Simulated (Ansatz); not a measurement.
# SnO: what the fields show

```xyz
8
Lattice="5.2353 0.0000 0.0000 0.0000 5.2353 0.0000 0.0000 0.0000 5.2353" Properties=species:S:1:pos:R:3 pbc="T T T"
Sn    0.0000    0.0000    0.0000
Sn    2.6176    2.6176    0.0000
Sn    2.6176    0.0000    2.6176
Sn    0.0000    2.6176    2.6176
O     2.6176    0.0000    0.0000
O     0.0000    2.6176    0.0000
O     0.0000    0.0000    2.6176
O     2.6176    2.6176    2.6176
```

Space group Fm-3m; changed on purpose from its base cell (Se replaced by O, lengths x 0.875, strained and moved within the space group); computed pressure about −9 GPa in this cell.

These are results of DFT PBEsol, scalar-relativistic, plane waves, PAW in Ansatz 0.2.0, not measurements.

Core electrons are frozen (PAW), and the valence fields are smoothed inside the atomic spheres.

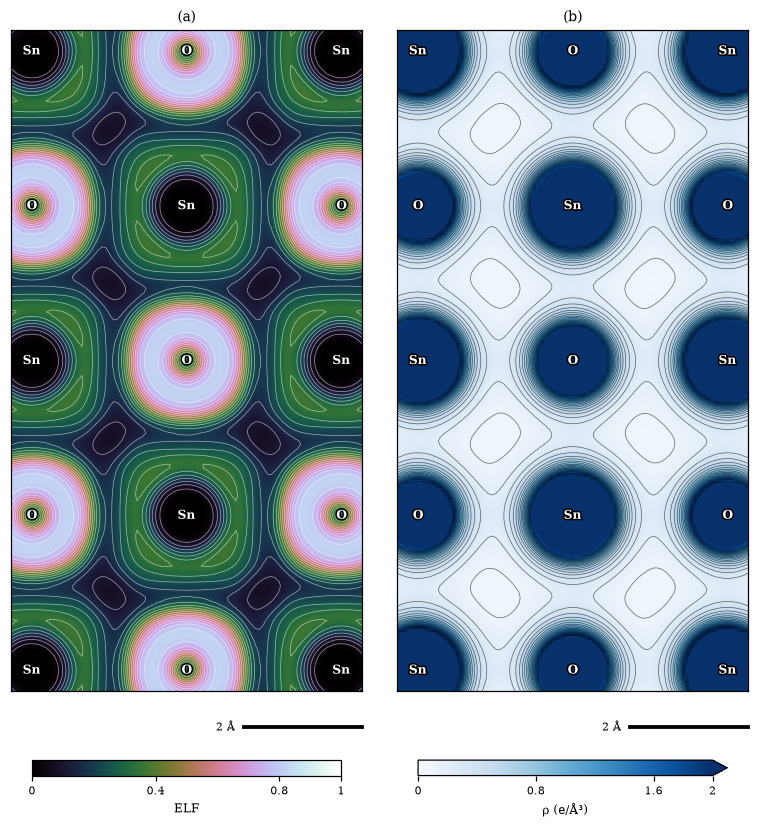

Figure 1. (a) ELF; (b) valence charge density (pseudo) on the (001) plane of the conventional cell.

> Interpret the plot.

- The section cuts through Sn and O sites.
- Sn–O (2.62 Å): ρ at the midpoint is about 0.24 e/Å³; the ELF is about 0.20 at the midpoint (no localised pair shows between them).
- Between the atoms the lowest density in this plane is 0.07 e/Å³.

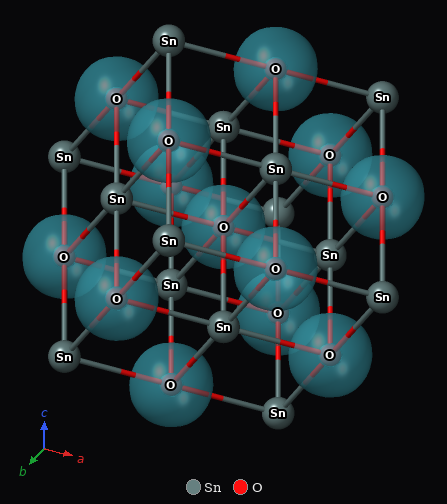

Figure 2. Isosurface of the ELF at 0.6 (cyan), seen at an oblique angle. Core shells and regions of very low density are left out. Sticks mark near contacts.

> What do the ELF domains correspond to?

The ELF exceeds this value in four regions wrapped around O (the valence shell of each), counted in one cell of 8 atoms. Any copies at cell faces, edges or corners count once.

> Does the calculation make it a metal, or give it a gap?

It is gapped, with a Kohn–Sham gap of 0.69 eV on the k-point mesh (the band edges may lie off the mesh, which would make the gap smaller).
